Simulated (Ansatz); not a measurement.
# Si: geometry relaxation

Si (P-3m1, 2 atoms in the cell), computed with DFT PBE+D3(BJ), scalar-relativistic, plane waves, PAW, no spin polarisation (Ansatz 0.2.0).

The structure was made by a generator, so it may or may not be a known phase. Figures and captions count atoms from 1; the log counts them from 0 in places.

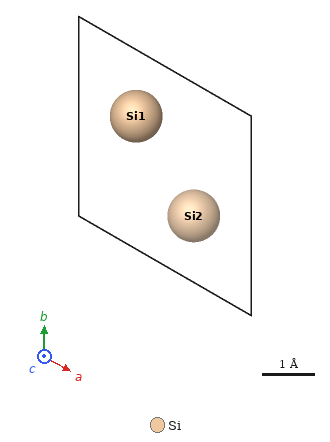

**Figure 1.** The starting structure (ball-and-stick view of the cell of the calculation, along the c axis; atoms are numbered from 1 in the order of the input). Near neighbours in the crystal (not all of them lie inside the picture): Si has 3 Si at 2.35 Å.

## The input
```yaml
crystal:
  lattice:
    - [3.8424658172, 0.0, 0.0]
    - [-1.9212329086, 3.3276730109, 0.0]
    - [0.0, 0.0, 3.2276708568]
  atoms:
    - { symbol: Si, position: [0.3333333333, 0.6666666667, 0.8812576062] }
    - { symbol: Si, position: [0.6666666667, 0.3333333333, 0.1187423938] }
basis:
  ecutwfc: 420
kpoints:
  mp_grid: { grid: [18, 18, 18] }
hamiltonian:
  xc: pbe
  dispersion: d3bj
scf:
  occupations: { method: gaussian, width: 0.1 }
output:
  forces: true
  stress: true
  eigenvalues: true
relax:
  adjacent_minimum: "off"
  f_tol: 0.01
  max_steps: 80
  cell: { stress_tol: 0.05 }
```

Command:
```bash
ansatz run input.yaml --threads 1 --pin off --max-ram 2048MiB --backend cpu --events-out ev --progress --plain --runs-dir out
```

## The program's output
```
Engine: ansatz 0.2.0, x86_64-unknown-linux-gnu
Pseudopotentials: kind: paw
Pseudopotential: Si, paw, valence charge 4, recommended cutoff 420 eV (normal), Si.paw.azcp
Functional definition: PBE
  parameter kappa = 0.804
  parameter beta = 0.06672455060314922
  exchange = pbe_x(kappa = kappa, mu = beta*pi^2/3)
  correlation = pbe_c(beta = beta)
Crystal: 2 atoms, lattice volume = 41.271 Å³
Basis set: ecut = 420 eV, 827 PW (Γ), exchange–correlation on 54×54×48 points (8 copies of the dense FFT grid, shifted against one another)
Bands: 8, of which v1, the nominal top of the filled ones, is band 4 counted from 1 (3 counted from 0)
Symmetry: 12 space group operations
Space group: P-3m1 (ITA 164), of the structure as read, at distance tolerance 3.5e-5 Å
k-points: 586 of 5832
Non-local potential: Si, projectors of the file, l = 0: 2, l = 1: 2, l = 2: 2
PAW form: soft (Blöchl's): semilocal exchange-correlation on the pseudo side does not see the compensation charge
PAW one-centre angular grid: Si, 110 points (default); XC on 64 Gauss nodes
Initial density: superposition of atomic densities (neutral atoms: chi_scale 0, normalization atom), corrected by the library's trained network
Initial wavefunctions: pseudopotential atomic-orbital guess
Functional: x = pbe(κ = 0.804, μ = 0.2195149727645171), c = pbe(β = 0.06672455060314922)
SCF iter   1: F=—  HF=-1271.471147 eV  |F-HF|=—  |Δ(HF+E_count)|=         —  Δρ=2.95e-3  dr2=3.95e-3  ethr=1.77e-3  ⟨swp⟩=5.5  Hψ=40174  notcnv=0
preconditioner: auto → none  [metal: Δε(μ)=0.004 eV  Ē_g=8.904 eV  σ=0.100 eV  W_gap=0.02  n_scr=8 (ndim 8)  ℏωp=16.3 eV  f_vac=0.000  D(μ)=0.67/eV (n_scr^D=0)  sad-step TF]
SCF iter   2: F=—  HF=-1271.471161 eV  |F-HF|=—  |Δ(HF+E_count)|=   1.40e-5  Δρ=1.85e-3  dr2=1.69e-3  ethr=4.93e-5  ⟨swp⟩=1.1  Hψ=9476  notcnv=0
SCF iter   3: F=—  HF=-1271.471046 eV  |F-HF|=—  |Δ(HF+E_count)|=   1.15e-4  Δρ=3.15e-4  dr2=4.10e-5  ethr=2.11e-5  ⟨swp⟩=2.0  Hψ=6956  notcnv=0
SCF iter   4: F=—  HF=-1271.471043 eV  |F-HF|=—  |Δ(HF+E_count)|=   2.18e-6  Δρ=6.00e-5  dr2=1.45e-6  ethr=5.12e-7  ⟨swp⟩=2.3  Hψ=6848  notcnv=0
iter 5 did not close the SCF: its close was put off for the readings that it lacked (scf_convergence_deferred on its scf_iter line)
SCF iter   5: F=-1271.471045 eV  HF=-1271.471045 eV  |F-HF|=6.59e-9  |Δ(HF+E_count)|=   1.91e-6  Δρ=1.12e-5  dr2=8.22e-8  ethr=1.81e-8  ⟨swp⟩=2.3  Hψ=6585  notcnv=0
SCF iter   6: F=-1271.471045 eV  HF=-1271.471045 eV  |F-HF|=2.50e-9  |Δ(HF+E_count)|=   2.42e-8  Δρ=3.73e-6  dr2=6.19e-9  ethr=1.03e-9  ⟨swp⟩=3.0  Hψ=18851  notcnv=0
WARN: dispersion: an atom stands within reach of a switch of its C6 between two reference coordination numbers of its element: through that C6 alone, e_disp changes by 0.025 eV or more while the distances to its neighbours run over a stretch of 0.05 Å that contains this geometry (sites counted from 0 in the run's list of atoms or, in a supercell that it derives, in that cell's: here a list of 2) — site 0 (Si): coordination number 3.344 (about 3.20 to 3.49 with every neighbour 0.05 Å farther or nearer), switch near 3.404 between the references 2.941 (weight 0.61) and 3.868 (weight 0.39), e_disp changing by some 0.04 eV; site 1 (Si): coordination number 3.344 (about 3.20 to 3.49 with every neighbour 0.05 Å farther or nearer), switch near 3.404 between the references 2.941 (weight 0.61) and 3.868 (weight 0.39), e_disp changing by some 0.04 eV; some 0.08 eV in sum. This is how the published method behaves, and the energy and the forces stay consistent. Where you compare this geometry's total energy with another's, compare their components.e_disp too, and, where the geometries are yours to choose, keep both on one side of the switch, which a site's coordination number tells: a relaxation that ends in reach of it can search the other side under relax.adjacent_minimum: search, except where no move that the cell, the constraints and the symmetry allow carries the atom there
SCF 1 converged in 6 iterations: F = -1271.471045 eV  dr2 = 6.19e-9
  greatest PAW one-centre occupation: 0.656 electrons in one spin orbital (limit 2), on the Si atom at site 1 (counted from 0), in its partial waves of l = 0
relax step   1: F+E_penalty+E_count = -1271.47104526 eV  Δ(F+E_penalty+E_count) = +0.000e0 eV  max|allowed force component| = 2.040e-3 eV/Å  Δτ_max = 0.0000 Å  P = -0.039 GPa  Ω = 41.271 Å³  (6 SCF iters, dr2 threshold 1.00e-7 eV, accepted)
Crystal: 2 atoms, lattice volume = 41.208 Å³
Initial density: handed on by an earlier stage of this run
Initial wavefunctions: those handed on with the density
iter 1 solved again at ethr=2.27e-8 eV; its pass at ethr=3.10e-3 eV (dr2=1.81e-6 eV) is discarded
SCF iter   1: F=—  HF=-1271.471033 eV  |F-HF|=—  |Δ(HF+E_count)|=         —  Δρ=5.69e-5  dr2=1.78e-6  ethr=2.27e-8  ⟨swp⟩=2.5  Hψ=42779  notcnv=0
preconditioner: auto → none  [metal: Δε(μ)=0.010 eV  Ē_g=8.905 eV  σ=0.100 eV  W_gap=0.05  n_scr=8 (ndim 8)  ℏωp=16.4 eV  f_vac=0.000  D(μ)=0.66/eV (n_scr^D=0)]
SCF iter   2: F=—  HF=-1271.471034 eV  |F-HF|=—  |Δ(HF+E_count)|=   1.25e-6  Δρ=2.49e-5  dr2=2.76e-7  ethr=2.23e-8  ⟨swp⟩=1.2  Hψ=4934  notcnv=0
SCF iter   3: F=-1271.471034 eV  HF=-1271.471034 eV  |F-HF|=4.22e-9  |Δ(HF+E_count)|=   6.06e-8  Δρ=4.20e-6  dr2=5.53e-9  ethr=9.39e-11  ⟨swp⟩=3.5  Hψ=20372  notcnv=0
WARN: dispersion: an atom stands within reach of a switch of its C6 between two reference coordination numbers of its element: through that C6 alone, e_disp changes by 0.025 eV or more while the distances to its neighbours run over a stretch of 0.05 Å that contains this geometry (sites counted from 0 in the run's list of atoms or, in a supercell that it derives, in that cell's: here a list of 2) — site 0 (Si): coordination number 3.350 (about 3.20 to 3.50 with every neighbour 0.05 Å farther or nearer), switch near 3.404 between the references 2.941 (weight 0.60) and 3.868 (weight 0.40), e_disp changing by some 0.04 eV; site 1 (Si): coordination number 3.350 (about 3.20 to 3.50 with every neighbour 0.05 Å farther or nearer), switch near 3.404 between the references 2.941 (weight 0.60) and 3.868 (weight 0.40), e_disp changing by some 0.04 eV; some 0.08 eV in sum. This is how the published method behaves, and the energy and the forces stay consistent. Where you compare this geometry's total energy with another's, compare their components.e_disp too, and, where the geometries are yours to choose, keep both on one side of the switch, which a site's coordination number tells: a relaxation that ends in reach of it can search the other side under relax.adjacent_minimum: search, except where no move that the cell, the constraints and the symmetry allow carries the atom there
SCF 2 converged in 3 iterations: F = -1271.471034 eV  dr2 = 5.53e-9
relax step   2: F+E_penalty+E_count = -1271.47103444 eV  Δ(F+E_penalty+E_count) = +1.083e-5 eV  max|allowed force component| = 2.069e-3 eV/Å  Δτ_max = 0.0009 Å  P = +0.103 GPa  Ω = 41.208 Å³  energy of the carried Pulay correction = +8.382e-6 eV  (3 SCF iters, dr2 threshold 7.51e-9 eV, rejected (line search))
Crystal: 2 atoms, lattice volume = 41.253 Å³
iter 1 solved again at ethr=9.49e-9 eV; its pass at ethr=3.10e-3 eV (dr2=7.59e-7 eV) is discarded
SCF iter   1: F=—  HF=-1271.471049 eV  |F-HF|=—  |Δ(HF+E_count)|=         —  Δρ=3.69e-5  dr2=7.49e-7  ethr=9.49e-9  ⟨swp⟩=2.3  Hψ=42822  notcnv=0
preconditioner: auto → none  [metal: Δε(μ)=0.008 eV  Ē_g=8.901 eV  σ=0.100 eV  W_gap=0.04  n_scr=8 (ndim 8)  ℏωp=16.4 eV  f_vac=0.000  D(μ)=0.67/eV (n_scr^D=0)]
SCF iter   2: F=—  HF=-1271.471051 eV  |F-HF|=—  |Δ(HF+E_count)|=   1.29e-6  Δρ=1.54e-5  dr2=1.05e-7  ethr=9.36e-9  ⟨swp⟩=2.0  Hψ=6561  notcnv=0
SCF iter   3: F=—  HF=-1271.471051 eV  |F-HF|=—  |Δ(HF+E_count)|=   2.06e-8  Δρ=2.95e-6  dr2=2.84e-9  ethr=1.31e-9  ⟨swp⟩=2.0  Hψ=6985  notcnv=0
SCF iter   4: F=—  HF=-1271.471051 eV  |F-HF|=—  |Δ(HF+E_count)|=   2.23e-9  Δρ=2.93e-7  dr2=3.22e-11  ethr=3.56e-11  ⟨swp⟩=2.6  Hψ=6798  notcnv=0
SCF iter   5: F=-1271.471051 eV  HF=-1271.471051 eV  |F-HF|=4.55e-13  |Δ(HF+E_count)|=  3.41e-11  Δρ=3.33e-8  dr2=3.34e-13  ethr=1.00e-12  ⟨swp⟩=5.6  Hψ=17065  notcnv=0
WARN: dispersion: an atom stands within reach of a switch of its C6 between two reference coordination numbers of its element: through that C6 alone, e_disp changes by 0.025 eV or more while the distances to its neighbours run over a stretch of 0.05 Å that contains this geometry (sites counted from 0 in the run's list of atoms or, in a supercell that it derives, in that cell's: here a list of 2) — site 0 (Si): coordination number 3.346 (about 3.20 to 3.49 with every neighbour 0.05 Å farther or nearer), switch near 3.404 between the references 2.941 (weight 0.61) and 3.868 (weight 0.39), e_disp changing by some 0.04 eV; site 1 (Si): coordination number 3.346 (about 3.20 to 3.49 with every neighbour 0.05 Å farther or nearer), switch near 3.404 between the references 2.941 (weight 0.61) and 3.868 (weight 0.39), e_disp changing by some 0.04 eV; some 0.08 eV in sum. This is how the published method behaves, and the energy and the forces stay consistent. Where you compare this geometry's total energy with another's, compare their components.e_disp too, and, where the geometries are yours to choose, keep both on one side of the switch, which a site's coordination number tells: a relaxation that ends in reach of it can search the other side under relax.adjacent_minimum: search, except where no move that the cell, the constraints and the symmetry allow carries the atom there
SCF 3 converged in 5 iterations: F = -1271.471051 eV  dr2 = 3.34e-13
relax step   3: F+E_penalty+E_count = -1271.47105077 eV  Δ(F+E_penalty+E_count) = -5.508e-6 eV  max|allowed force component| = 8.309e-4 eV/Å  Δτ_max = 0.0003 Å  P = +0.000 GPa  Ω = 41.253 Å³  energy of the carried Pulay correction = +2.336e-6 eV  (5 SCF iters, accepted)
Initial wavefunctions: pseudopotential atomic-orbital guess (no wavefunctions were taken with the density)
iter 1 solved again at ethr=1.92e-7 eV; its pass at ethr=3.10e-3 eV (dr2=1.54e-5 eV) is discarded
SCF iter   1: F=—  HF=-1271.471048 eV  |F-HF|=—  |Δ(HF+E_count)|=         —  Δρ=1.13e-6  dr2=3.99e-10  ethr=1.92e-7  ⟨swp⟩=3.1  Hψ=54332  notcnv=0
eigensolver tolerance schedule: the retry pair's looser diagonalisation over-reported the residual by 38552.90 of it (diagonalisation noise at an unbounded share of the residual, at the tolerance the schedule requests for it); recorded, not acted on — ethr = c·dr2/N_el stays at c = 1.0e-1
SCF iter   2: F=—  HF=-1271.471049 eV  |F-HF|=—  |Δ(HF+E_count)|=   1.04e-6  Δρ=7.08e-7  dr2=2.00e-10  ethr=4.99e-12  ⟨swp⟩=3.2  Hψ=9344  notcnv=0
SCF iter   3: F=—  HF=-1271.471049 eV  |F-HF|=—  |Δ(HF+E_count)|=  3.07e-11  Δρ=4.47e-7  dr2=6.91e-11  ethr=2.51e-12  ⟨swp⟩=1.0  Hψ=4688  notcnv=0
SCF iter   4: F=-1271.471049 eV  HF=-1271.471049 eV  |F-HF|=9.09e-13  |Δ(HF+E_count)|=  3.64e-12  Δρ=2.24e-7  dr2=1.48e-11  ethr=1.00e-12  ⟨swp⟩=4.7  Hψ=22159  notcnv=0
WARN: dispersion: an atom stands within reach of a switch of its C6 between two reference coordination numbers of its element: through that C6 alone, e_disp changes by 0.025 eV or more while the distances to its neighbours run over a stretch of 0.05 Å that contains this geometry (sites counted from 0 in the run's list of atoms or, in a supercell that it derives, in that cell's: here a list of 2) — site 0 (Si): coordination number 3.346 (about 3.20 to 3.49 with every neighbour 0.05 Å farther or nearer), switch near 3.404 between the references 2.941 (weight 0.61) and 3.868 (weight 0.39), e_disp changing by some 0.04 eV; site 1 (Si): coordination number 3.346 (about 3.20 to 3.49 with every neighbour 0.05 Å farther or nearer), switch near 3.404 between the references 2.941 (weight 0.61) and 3.868 (weight 0.39), e_disp changing by some 0.04 eV; some 0.08 eV in sum. This is how the published method behaves, and the energy and the forces stay consistent. Where you compare this geometry's total energy with another's, compare their components.e_disp too, and, where the geometries are yours to choose, keep both on one side of the switch, which a site's coordination number tells: a relaxation that ends in reach of it can search the other side under relax.adjacent_minimum: search, except where no move that the cell, the constraints and the symmetry allow carries the atom there
SCF 4 converged in 4 iterations: F = -1271.471049 eV  dr2 = 1.48e-11
relax step   4: F+E_penalty+E_count = -1271.47104894 eV  Δ(F+E_penalty+E_count) = +1.828e-6 eV  max|allowed force component| = 8.315e-4 eV/Å  Δτ_max = 0.0000 Å  P = -0.000 GPa  Ω = 41.253 Å³  stress off target by 6.54e-3 GPa  SCF on the basis re-selected at this cell (its energy is not comparable with the rows above)  (4 SCF iters)
```

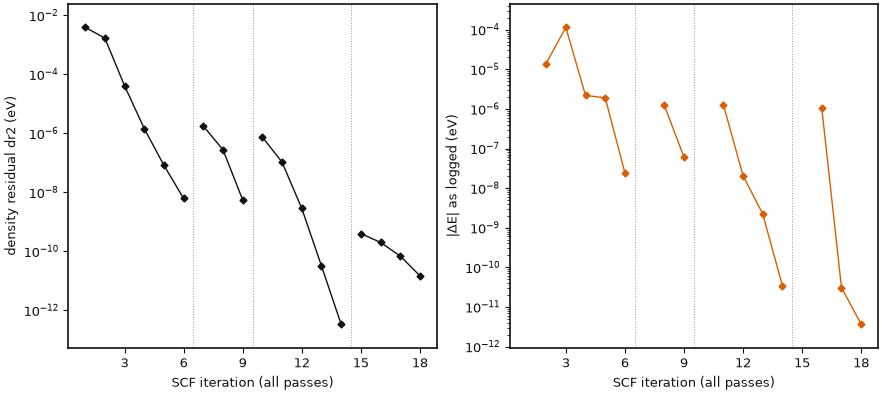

**Figure 2.** Convergence of the self-consistent field: density residual dr2 and size of the energy change against the SCF iteration. The dotted lines part the SCF passes of the relaxation: geometry steps, rejected trials and re-solves on a re-selected basis. The passes take 6, 3, 5 and 4 iterations.

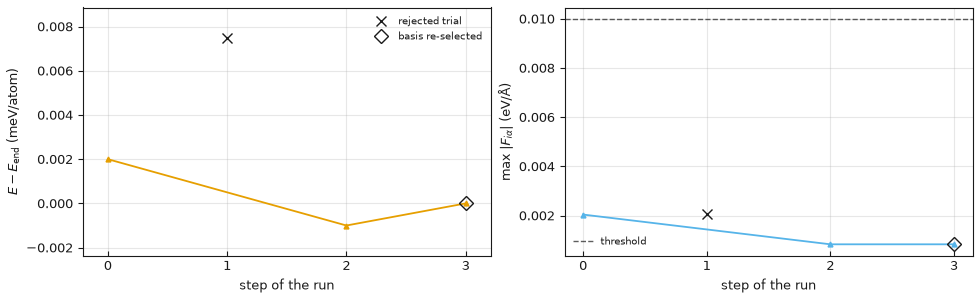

**Figure 3.** Progress of the relaxation, step by step (the first geometry is step 0 here and step 1 in the log). No atom moves by more than 0.005 Å relative to the cell. The space group stays P-3m1 (No. 164). Over 2 geometry steps the energy falls by next to nothing (0.0 meV per atom). Largest force component: 0.002 eV/Å at the start, 0.00083 eV/Å at the end. The pressure goes from −0.04 to 0.00 GPa. The line search rejected the trial step at point 1 (counted from 0) and went back. A last SCF at the same geometry on a re-selected plane-wave basis shifts the energy by +0.0 meV per atom.

```
basis re-selected at this cell: Δ(F+E_penalty+E_count) = +1.828e-6 eV, ΔP = -0.000 GPa vs the last step (what re-selecting the basis moved, of the pressure what is left beyond the Pulay correction that the steps carried, after the strain that the cell walked since its last selection, with what the two solves' SCF thresholds leave and, on support functions, any second-order correction that the steps lacked; it is no measure of the basis error at this ecutwfc). This SCF's stress stands 6.54e-3 GPa from its target on what of the cell is left free (relax.cell.stress_tol is 5.00e-2 GPa) and its largest allowed force component is 8.31e-4 eV/Å (relax.f_tol is 1.00e-2 eV/Å): within both
SCF converged after 4 iterations
Free energy (F): -1271.471049 eV
Harris-Foulkes:  -1271.471049 eV  (|F-HF|=9.09e-13)
Internal energy: -1271.467719 eV  (E = F + TS)
E sigma→0 (E₀):  -1271.469384 eV
Entropy (-TS):   -0.003330 eV (-1.665 meV/atom)
Fermi energy:    6.243065 eV
--- Per-component energies (eV) ---
  E_band       = 8.913327
  E_kinetic    = 77.854210
  E_local      = -49.852167  (includes V_loc(G=0)·N_el)
  E_nonlocal   = 51.500768
  E_hartree    = 12.897964
  E_xc         = -109.330318
  E_vxc        = -92.048565  (∫ρ·V_xc dr)
  E_paw        = -1024.894965  (= ΣΔE_a)
  E_vpaw       = -4.336849  (= ΣTr[D̂ρ^β])
  E_aug_tail   = 0.000013  (compensation charges beyond the density's cutoff)
  E_ewald      = -228.878414
  E_disp       = -0.764810  (pairwise vdW)
  E_smearing   = -0.003330  (= −TS)
  E_closure    = 0.000000  (closes the sum)
  Σ components = -1271.471049   (vs F -1271.471049, Δ=0.00e0)
--- Forces (eV/Å), atoms counted from 1 ---
  atom   1  Si    -0.00000000     0.00000000    -0.00083149
  atom   2  Si    -0.00000000    -0.00000000     0.00083149
  max |Σ_I F_I| component: 3.70e-17 eV/Å
--- Stress (GPa, compression-positive) ---
       -0.003400      -0.000000       0.000000
        0.000000      -0.003400      -0.000000
        0.000000      -0.000000       0.006542
  P = ⅓ Tr σ = -0.0001 GPa (-0.001 kbar)
--- Band table (eV; the first three rows and the last of 586) ---
  k-point 0: bands = ["-5.8012", "4.7064", "4.7064", "6.1532", "8.1972", "8.4277", "8.6201", "8.6201"]
  k-point 1: bands = ["-5.7646", "4.7342", "4.7342", "6.0034", "7.2812", "8.6505", "8.6505", "9.5416"]
  k-point 2: bands = ["-5.6555", "4.8162", "4.8162", "5.2899", "6.9013", "8.7405", "8.7405", "10.7397"]
  k-point 585: bands = ["-0.6433", "-0.6433", "2.7086", "3.2301", "3.2301", "7.3106", "13.2266", "13.4091"]
--- Relaxed structure (3 steps of the walk, 2 accepted, 1 SCFs on fresh bases) ---
  F+E_penalty+E_count = -1271.47104894 eV   max|allowed force component| = 8.315e-4 eV/Å   (the final SCF, on the basis selected at the relaxed cell)
  cell:  # Å, volume = 41.2532 Å³
    - [3.8421898960526932, -1.1420959555455258e-33, -4.9569717861290827e-20]
    - [-1.9210949480263466, 3.327434056145524, 2.4784858930646403e-20]
    - [-4.1638557460614593e-20, 9.593604749494486e-34, 3.2267774901969615]
  atoms:
    - { symbol: Si, position: [0.3333333333333333, 0.6666666666666666, 0.8811704713776114] }
    - { symbol: Si, position: [0.6666666666666665, 0.3333333333333333, 0.11882952862238852] }
```

## Trajectory as extended XYZ (Å, eV, eV/Å), 4 frames, from step=1 to step=4
```
2
Lattice="3.8425 0.0000 0.0000 -1.9212 3.3277 0.0000 0.0000 0.0000 3.2277" Properties=species:S:1:pos:R:3:forces:R:3 step=1 energy=-1271.47105 pressure_GPa=-0.04
Si    0.0000    2.2184    2.8444    0.0000   0.0000  -0.0020
Si    1.9212    1.1092    0.3833    0.0000   0.0000   0.0020
2
Lattice="3.8417 0.0000 0.0000 -1.9208 3.3270 0.0000 0.0000 0.0000 3.2241" Properties=species:S:1:pos:R:3:forces:R:3 step=2 energy=-1271.47103 pressure_GPa=0.10 accepted=F
Si    0.0000    2.2180    2.8404    0.0000   0.0000   0.0021
Si    1.9208    1.1090    0.3837    0.0000   0.0000  -0.0021
2
Lattice="3.8422 0.0000 0.0000 -1.9211 3.3274 0.0000 0.0000 0.0000 3.2268" Properties=species:S:1:pos:R:3:forces:R:3 step=3 energy=-1271.47105 pressure_GPa=0.00
Si    0.0000    2.2183    2.8433    0.0000   0.0000  -0.0008
Si    1.9211    1.1091    0.3834    0.0000   0.0000   0.0008
2
Lattice="3.8422 0.0000 0.0000 -1.9211 3.3274 0.0000 0.0000 0.0000 3.2268" Properties=species:S:1:pos:R:3:forces:R:3 step=4 energy=-1271.47105 pressure_GPa=-0.00
Si    0.0000    2.2183    2.8433    0.0000   0.0000  -0.0008
Si    1.9211    1.1091    0.3834    0.0000   0.0000   0.0008
```

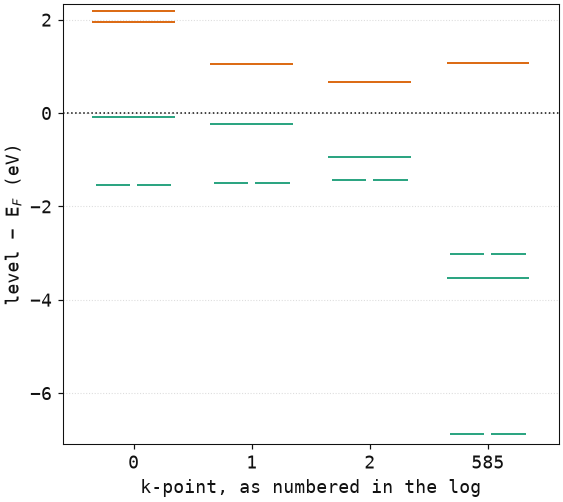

**Figure 4.** Kohn–Sham levels near the Fermi level (dotted) at the few k-points that the log prints; levels within 0.02 eV of each other stand side by side. The system is metallic on the full mesh.

## Summary

```csv
quantity,value
outcome,converged
space group (tolerance 0.01 Å),P-3m1 (164)
electrons treated,8
free energy,−1271.4710 eV
Fermi energy,6.243 eV
gap on the k-point mesh,none (metallic)
pressure,0.00 GPa
final volume,41.25 Å³
largest force (length of the vector) at the end,0.001 eV/Å
final cell,"a = 3.842 Å, b = 3.842 Å, c = 3.227 Å, α = 90.00°, β = 90.00°, γ = 120.00°"
hardware,"1 thread of AMD EPYC (Zen 3), 64 GiB of memory available, shared host"
wall time,80 s
peak memory,0.57 GiB
```
